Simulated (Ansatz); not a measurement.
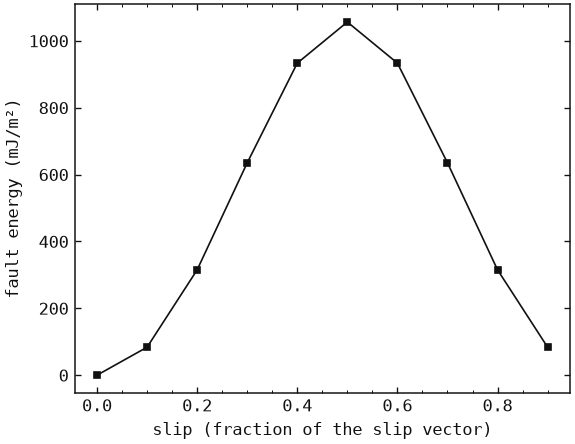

The picture above shows the fault energy against slip for Si, space group P6/mmm (No. 191).

Starting cell:
```yaml
crystal:
  lattice:
    - [1.31450, -2.27678, 0.00000]
    - [0.00000, 0.00000, -2.49380]
    - [7.88700, 4.55356, 0.00000]
  atoms:
    - { symbol: Si, position: [0.00000, 0.00000, 0.87500] }
    - { symbol: Si, position: [0.50000, 0.00000, 0.12500] }
    - { symbol: Si, position: [0.00000, 0.00000, 0.37500] }
    - { symbol: Si, position: [0.50000, 0.00000, 0.62500] }
```

Method: rigid slide of a crystal across a plane by tilting cell vector c, one fault a cell, unrelaxed, by plane-wave density functional theory with PAW datasets, free energies less that of the undisturbed cell; scalar-relativistic (Ansatz 0.2.0). Level: r2SCAN, no spin polarisation.

- wave cutoff: 500 eV
- k mesh: 22×23×7
- occupations: Gaussian
- smearing width: 0.15 eV
- k shift: (0, 0, 0) (mesh steps)
- start: relaxed
- height of the cut: 0 (fraction of cell vector c)
- slip vector: (0, 1) (multiples of cell vectors a and b)

The points at slip 0.6, 0.7, 0.8 and 0.9 follow from computed ones by symmetry.

From this curve and the settings, what does the calculation give for the shear traction at the same points?

The shear traction goes from 0.00 GPa at slip 0.0 to −6.57 GPa at 0.9, not monotonically, with a high of 13.26 GPa at 0.3 and a low of −13.26 GPa at 0.7.

```csv
slip (fraction of the slip vector),shear traction (GPa)
0.0,0.00
0.1,6.57
0.2,11.62
0.3,13.26
0.4,9.47
0.5,-0.12
0.6,-9.47
0.7,-13.26
0.8,-11.62
0.9,-6.57
```
